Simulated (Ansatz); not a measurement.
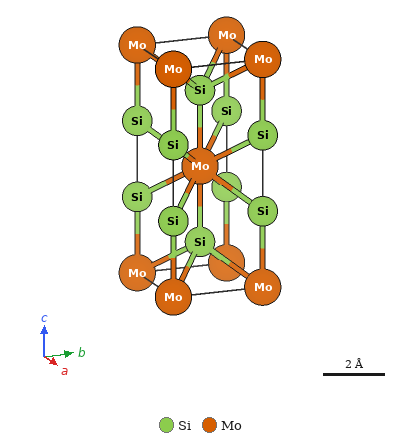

*The input geometry (ball-and-stick view of the cell 2 times as large as that of the calculation, set on its symmetry axes, seen slightly off an axis). An atom can appear more than once, as a periodic image.*

# Geometry relaxation, with input and output: MoSi2 (part 1 of 2)

The run: geometry relaxation of MoSi2 (I4/mmm, 3 atoms in the cell). Method and program: DFT PBEsol, scalar-relativistic, plane waves, PAW, no spin polarisation (Ansatz 0.2.0).

The structure derives from an entry of the Crystallography Open Database.

Log:
```
Engine: ansatz 0.2.0, aarch64-unknown-linux-gnu
Pseudopotentials: kind: paw
Pseudopotential: Si, paw, valence charge 4, recommended cutoff 420 eV (normal), Si.paw.azcp
Pseudopotential: Mo, paw, valence charge 14, recommended cutoff 420 eV (normal), Mo.paw.azcp
Functional definition: PBEsol
  exchange = pbesol_x
  correlation = pbesol_c
Crystal: 3 atoms, lattice volume = 40.248 Å³
Basis set: ecut = 420 eV, 769 PW (Γ), exchange–correlation on 64×64×64 points (8 copies of the dense FFT grid, shifted against one another)
Bands: 15, of which v1, the nominal top of the filled ones, is band 11 counted from 1 (10 counted from 0)
Symmetry: 16 space group operations
Space group: I4/mmm (ITA 139), of the structure as read, at distance tolerance 3.4e-5 Å
k-points: 480 of 5832
Non-local potential: Si, projectors of the file, l = 0: 2, l = 1: 2, l = 2: 2
Non-local potential: Mo, projectors of the file, l = 0: 3, l = 1: 2, l = 2: 2, l = 3: 1
PAW form: soft (Blöchl's): semilocal exchange-correlation on the pseudo side does not see the compensation charge
PAW frozen core: Si, regenerated for the run's functional, and the local potential with it (the file was generated under x = pbe(κ = 0.804, μ = 0.2195149727645171), c = pbe(β = 0.06672455060314922))
PAW frozen core: Mo, regenerated for the run's functional, and the local potential with it (the file was generated under x = pbe(κ = 0.804, μ = 0.2195149727645171), c = pbe(β = 0.06672455060314922))
PAW one-centre angular grid: Si, 110 points (default); XC on 64 Gauss nodes
PAW one-centre angular grid: Mo, 590 points (default); XC on 64 Gauss nodes
Initial density: superposition of atomic densities (neutral atoms: chi_scale 0, normalization atom), corrected by the library's trained network
Initial wavefunctions: pseudopotential atomic-orbital guess
Functional: x = pbesol(κ = 0.804, μ = 0.12345679012345678), c = pbesol(β = 0.046)
SCF iter   1: F=—  HF=-6142.259852 eV  |F-HF|=—  |Δ(HF+E_count)|=         —  Δρ=5.47e-3  dr2=8.75e-3  ethr=1.77e-3  ⟨swp⟩=5.1  Hψ=40767  notcnv=0
preconditioner: auto → Kerker (q_TF=auto, 2.467 Å⁻¹)  [metal: Δε(μ)=0.058 eV  Ē_g=7.724 eV  σ=0.100 eV  W_gap=0.31  n_scr=10 (ndim 8)  ℏωp=21.9 eV  f_vac=0.000  D(μ)=0.21/eV (n_scr^D=0)]
SCF iter   2: F=—  HF=-6142.258198 eV  |F-HF|=—  |Δ(HF+E_count)|=   1.65e-3  Δρ=2.75e-3  dr2=2.09e-3  ethr=3.98e-5  ⟨swp⟩=1.2  Hψ=11398  notcnv=0
SCF iter   3: F=—  HF=-6142.257700 eV  |F-HF|=—  |Δ(HF+E_count)|=   4.98e-4  Δρ=6.47e-4  dr2=1.99e-4  ethr=9.49e-6  ⟨swp⟩=2.1  Hψ=12066  notcnv=0
SCF iter   4: F=—  HF=-6142.257650 eV  |F-HF|=—  |Δ(HF+E_count)|=   4.97e-5  Δρ=1.34e-4  dr2=6.70e-6  ethr=9.03e-7  ⟨swp⟩=2.5  Hψ=10617  notcnv=0
SCF iter   5: F=—  HF=-6142.257646 eV  |F-HF|=—  |Δ(HF+E_count)|=   4.30e-6  Δρ=2.22e-5  dr2=1.92e-7  ethr=3.05e-8  ⟨swp⟩=2.0  Hψ=10027  notcnv=0
SCF iter   6: F=-6142.257646 eV  HF=-6142.257646 eV  |F-HF|=1.37e-9  |Δ(HF+E_count)|=   2.80e-8  Δρ=3.24e-6  dr2=3.23e-9  ethr=4.55e-10  ⟨swp⟩=8.2  Hψ=45462  notcnv=0
SCF 1 converged in 6 iterations: F = -6142.257646 eV  dr2 = 3.23e-9
  greatest PAW one-centre occupation: 0.999 electrons in one spin orbital (limit 2), on the Mo atom at site 2 (counted from 0), in its partial waves of l = 0
relax step   1: F+E_penalty+E_count = -6142.25764577 eV  Δ(F+E_penalty+E_count) = +0.000e0 eV  max|allowed force component| = 3.319e-1 eV/Å  Δτ_max = 0.0000 Å  P = -2.741 GPa  Ω = 40.248 Å³  (6 SCF iters, dr2 threshold 1.00e-7 eV, accepted)
Crystal: 3 atoms, lattice volume = 39.620 Å³
Initial density: handed on by an earlier stage of this run
Initial wavefunctions: those handed on with the density
iter 1 solved again at ethr=2.80e-6 eV; its pass at ethr=3.10e-3 eV (dr2=6.17e-4 eV) is discarded
SCF iter   1: F=—  HF=-6142.267028 eV  |F-HF|=—  |Δ(HF+E_count)|=         —  Δρ=1.31e-3  dr2=6.35e-4  ethr=2.80e-6  ⟨swp⟩=1.4  Hψ=44629  notcnv=0
preconditioner: auto → Kerker (q_TF=auto, 2.473 Å⁻¹)  [metal: Δε(μ)=0.063 eV  Ē_g=7.830 eV  σ=0.100 eV  W_gap=0.31  n_scr=10 (ndim 8)  ℏωp=22.1 eV  f_vac=0.000  D(μ)=0.24/eV (n_scr^D=0)]
SCF iter   2: F=—  HF=-6142.266895 eV  |F-HF|=—  |Δ(HF+E_count)|=   1.33e-4  Δρ=7.80e-4  dr2=2.60e-4  ethr=2.80e-6  ⟨swp⟩=1.0  Hψ=7200  notcnv=0
SCF iter   3: F=—  HF=-6142.266811 eV  |F-HF|=—  |Δ(HF+E_count)|=   8.45e-5  Δρ=9.88e-5  dr2=4.36e-6  ethr=1.18e-6  ⟨swp⟩=2.1  Hψ=9976  notcnv=0
SCF iter   4: F=—  HF=-6142.266810 eV  |F-HF|=—  |Δ(HF+E_count)|=   8.77e-7  Δρ=2.93e-5  dr2=5.31e-7  ethr=1.98e-8  ⟨swp⟩=2.4  Hψ=11187  notcnv=0
SCF iter   5: F=-6142.266810 eV  HF=-6142.266810 eV  |F-HF|=1.32e-8  |Δ(HF+E_count)|=   1.16e-7  Δρ=7.87e-6  dr2=2.60e-8  ethr=1.36e-9  ⟨swp⟩=8.6  Hψ=44818  notcnv=0
SCF 2 converged in 5 iterations: F = -6142.266810 eV  dr2 = 2.60e-8
relax step   2: F+E_penalty+E_count = -6142.26680982 eV  Δ(F+E_penalty+E_count) = -9.164e-3 eV  max|allowed force component| = 2.446e-2 eV/Å  Δτ_max = 0.0145 Å  P = +0.978 GPa  Ω = 39.620 Å³  energy of the carried Pulay correction = +1.352e-4 eV  (5 SCF iters, dr2 threshold 3.00e-7 eV, accepted)
Crystal: 3 atoms, lattice volume = 39.797 Å³
iter 1 solved again at ethr=3.37e-7 eV; its pass at ethr=3.10e-3 eV (dr2=7.41e-5 eV) is discarded
SCF iter   1: F=—  HF=-6142.267372 eV  |F-HF|=—  |Δ(HF+E_count)|=         —  Δρ=3.24e-4  dr2=6.85e-5  ethr=3.37e-7  ⟨swp⟩=2.5  Hψ=43496  notcnv=0
preconditioner: auto → Kerker (q_TF=auto, 2.472 Å⁻¹)  [metal: Δε(μ)=0.004 eV  Ē_g=7.798 eV  σ=0.100 eV  W_gap=0.02  n_scr=10 (ndim 8)  ℏωp=22.0 eV  f_vac=0.000  D(μ)=0.24/eV (n_scr^D=0)]
SCF iter   2: F=—  HF=-6142.267356 eV  |F-HF|=—  |Δ(HF+E_count)|=   1.60e-5  Δρ=1.51e-4  dr2=7.04e-6  ethr=3.11e-7  ⟨swp⟩=2.2  Hψ=8783  notcnv=0
SCF iter   3: F=—  HF=-6142.267355 eV  |F-HF|=—  |Δ(HF+E_count)|=   1.36e-6  Δρ=6.22e-5  dr2=1.44e-6  ethr=3.20e-8  ⟨swp⟩=1.7  Hψ=10279  notcnv=0
SCF iter   4: F=-6142.267355 eV  HF=-6142.267355 eV  |F-HF|=1.42e-8  |Δ(HF+E_count)|=   3.21e-7  Δρ=8.15e-6  dr2=2.51e-8  ethr=1.36e-9  ⟨swp⟩=9.0  Hψ=49230  notcnv=0
SCF 3 converged in 4 iterations: F = -6142.267355 eV  dr2 = 2.51e-8
relax step   3: F+E_penalty+E_count = -6142.26735454 eV  Δ(F+E_penalty+E_count) = -5.447e-4 eV  max|allowed force component| = 7.182e-3 eV/Å  Δτ_max = 0.0014 Å  P = +0.006 GPa  Ω = 39.797 Å³  energy of the carried Pulay correction = +9.699e-5 eV  (4 SCF iters, dr2 threshold 3.00e-7 eV, accepted)
iter 1 solved again at ethr=2.27e-8 eV; its pass at ethr=3.10e-3 eV (dr2=5.00e-6 eV) is discarded
SCF iter   1: F=—  HF=-6142.267372 eV  |F-HF|=—  |Δ(HF+E_count)|=         —  Δρ=9.26e-5  dr2=6.87e-6  ethr=2.27e-8  ⟨swp⟩=2.0  Hψ=43011  notcnv=0
preconditioner: auto → Kerker (q_TF=auto, 2.472 Å⁻¹)  [metal: Δε(μ)=0.005 eV  Ē_g=7.798 eV  σ=0.100 eV  W_gap=0.03  n_scr=10 (ndim 8)  ℏωp=22.0 eV  f_vac=0.000  D(μ)=0.24/eV (n_scr^D=0)]
SCF iter   2: F=—  HF=-6142.267368 eV  |F-HF|=—  |Δ(HF+E_count)|=   3.82e-6  Δρ=5.04e-5  dr2=2.00e-6  ethr=2.27e-8  ⟨swp⟩=1.9  Hψ=9101  notcnv=0
SCF iter   3: F=—  HF=-6142.267367 eV  |F-HF|=—  |Δ(HF+E_count)|=   7.01e-7  Δρ=1.64e-5  dr2=2.56e-7  ethr=9.09e-9  ⟨swp⟩=2.5  Hψ=11084  notcnv=0
SCF iter   4: F=-6142.267367 eV  HF=-6142.267367 eV  |F-HF|=1.32e-9  |Δ(HF+E_count)|=   6.59e-8  Δρ=3.31e-6  dr2=3.08e-9  ethr=2.71e-10  ⟨swp⟩=7.7  Hψ=38998  notcnv=0
SCF 4 converged in 4 iterations: F = -6142.267367 eV  dr2 = 3.08e-9
relax step   4: F+E_penalty+E_count = -6142.26736697 eV  Δ(F+E_penalty+E_count) = -1.243e-5 eV  max|allowed force component| = 1.589e-3 eV/Å  Δτ_max = 0.0003 Å  P = -0.004 GPa  Ω = 39.797 Å³  energy of the carried Pulay correction = +9.689e-5 eV  (4 SCF iters, dr2 threshold 5.96e-8 eV, accepted)
Initial wavefunctions: pseudopotential atomic-orbital guess (no wavefunctions were taken with the density)
iter 1 solved again at ethr=2.85e-8 eV; its pass at ethr=3.10e-3 eV (dr2=6.27e-6 eV) is discarded
SCF iter   1: F=—  HF=-6142.267277 eV  |F-HF|=—  |Δ(HF+E_count)|=         —  Δρ=1.33e-5  dr2=1.11e-8  ethr=2.85e-8  ⟨swp⟩=3.2  Hψ=62186  notcnv=0
preconditioner: auto → Kerker (q_TF=auto, 2.472 Å⁻¹)  [metal: Δε(μ)=0.005 eV  Ē_g=7.799 eV  σ=0.100 eV  W_gap=0.03  n_scr=10 (ndim 8)  ℏωp=22.0 eV  f_vac=0.000  D(μ)=0.24/eV (n_scr^D=0)]
SCF iter   2: F=—  HF=-6142.267274 eV  |F-HF|=—  |Δ(HF+E_count)|=   2.30e-6  Δρ=7.01e-6  dr2=3.44e-9  ethr=5.04e-11  ⟨swp⟩=2.2  Hψ=11899  notcnv=0
SCF iter   3: F=—  HF=-6142.267274 eV  |F-HF|=—  |Δ(HF+E_count)|=   1.41e-9  Δρ=4.56e-7  dr2=7.14e-11  ethr=1.56e-11  ⟨swp⟩=3.0  Hψ=12438  notcnv=0
SCF iter   4: F=-6142.267274 eV  HF=-6142.267274 eV  |F-HF|=2.55e-11  |Δ(HF+E_count)|=  1.73e-11  Δρ=2.13e-7  dr2=2.86e-11  ethr=1.00e-12  ⟨swp⟩=5.6  Hψ=30433  notcnv=0
SCF 5 converged in 4 iterations: F = -6142.267274 eV  dr2 = 2.86e-11
relax step   5: F+E_penalty+E_count = -6142.26727421 eV  Δ(F+E_penalty+E_count) = +9.276e-5 eV  max|allowed force component| = 1.558e-3 eV/Å  Δτ_max = 0.0000 Å  P = -0.006 GPa  Ω = 39.797 Å³  stress off target by 4.21e-2 GPa  SCF on the basis re-selected at this cell (its energy is not comparable with the rows above)  (4 SCF iters)
```

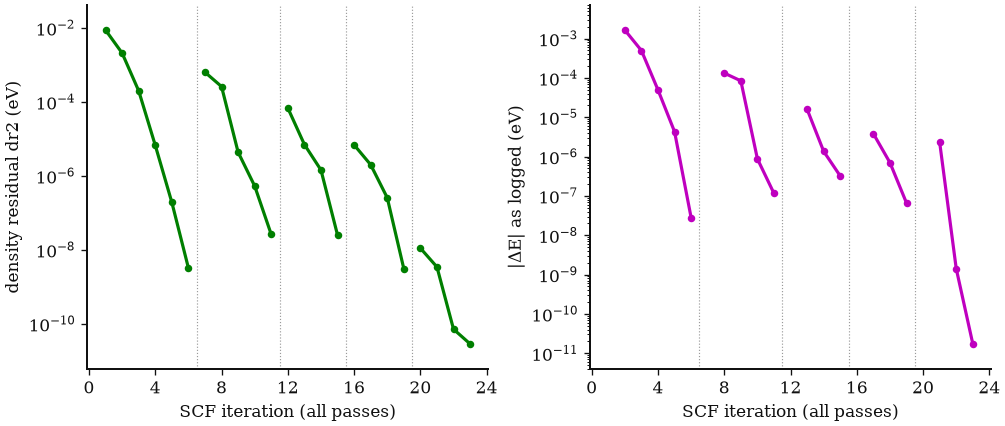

*Convergence of the self-consistent field: density residual dr2 and size of the energy change against the SCF iteration. The dotted lines part the SCF passes of the relaxation: geometry steps, rejected trials and re-solves on a re-selected basis.*

The 5 passes take 4 to 6 iterations each, 23 in all.

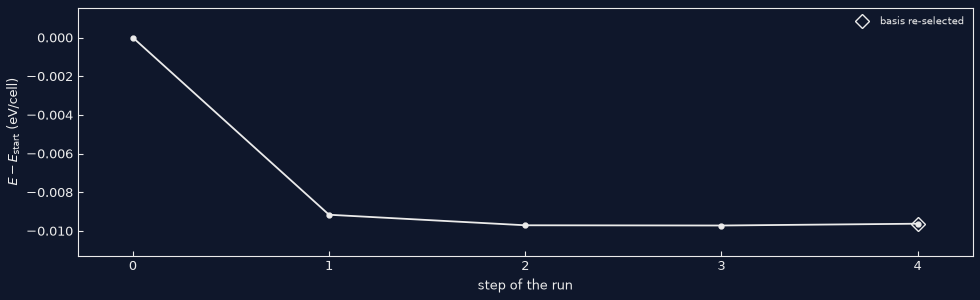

*Progress of the relaxation, step by step (the first geometry is step 0 here and step 1 in the log).*
